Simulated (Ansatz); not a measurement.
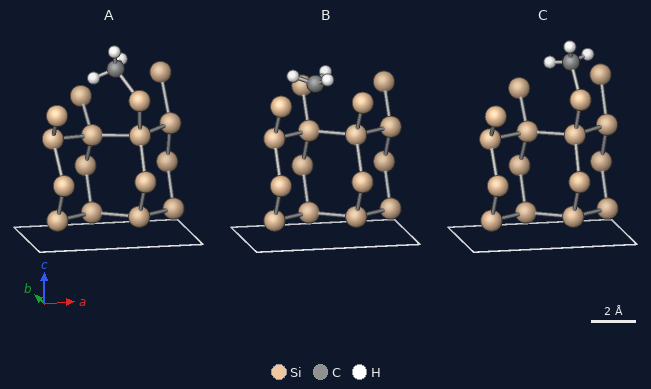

3 geometries from one constrained relaxation of a slab of composition Si16H3C (cut from the Fd-3m phase), in shuffled order. The picture is a ball-and-stick view of the cell of the calculation, outlined in the plane, without the vacuum (origin shifted), seen slightly off an axis.

Case: CH3 put at a hollow Si-Si-Si site. The slab is the (1 1 0) face of Si with CH3 on it. 8 atoms are held fixed.

Method: DFT PBE+D3(BJ), scalar-relativistic, plane waves, PAW (Ansatz 0.2.0). Set-up: plane-wave cutoff 420 eV; k-point mesh 4 × 6 × 1; occupations gaussian; smearing width 0.05 eV; collinear spin; dipole correction; atoms relaxed in a fixed cell; force threshold 0.03 eV/Å; at most 70 steps.

### Put them in the order of the run, from the start to the converged end.

B, A, C. They are steps 0, 9, 20, at +5.043 eV per cell of the calculation, +0.297 eV per cell of the calculation relative to the last. Over 20 geometry steps the energy falls by 5.043 eV per cell of the calculation. Largest force component: 1.7 eV/Å at the start, 0.0083 eV/Å at the end. The largest move is that of an H atom, 2.24 Å at 68° to the normal (+c side). Largest moves by element: H 2.24 Å, C 2.04 Å, Si 0.52 Å. The cell doesn't change. Near-neighbour distances that change, for instance: C–Si 2.462 → 4.576 Å, H–Si 1.926 → 2.493 Å, C–Si 2.462 → 1.895 Å, Si–Si 2.293 → 2.379 Å. New bonds form, among them: C–Si (2.46 → 1.89 Å). Bond angles that change, for instance: Si–Si–Si 109.9° → 84.7°, Si–Si–Si 109.9° → 131.3°, Si–Si–Si 106.2° → 121.4°. The program noted that the starting moments weren't kept. The run may lie on a higher electronic state than the lowest, so the end point isn't shown to be the ground-state structure.

Limits of the set-up: the periodic images lie only 5.4 Å apart, so the values are limited by the cell's size.
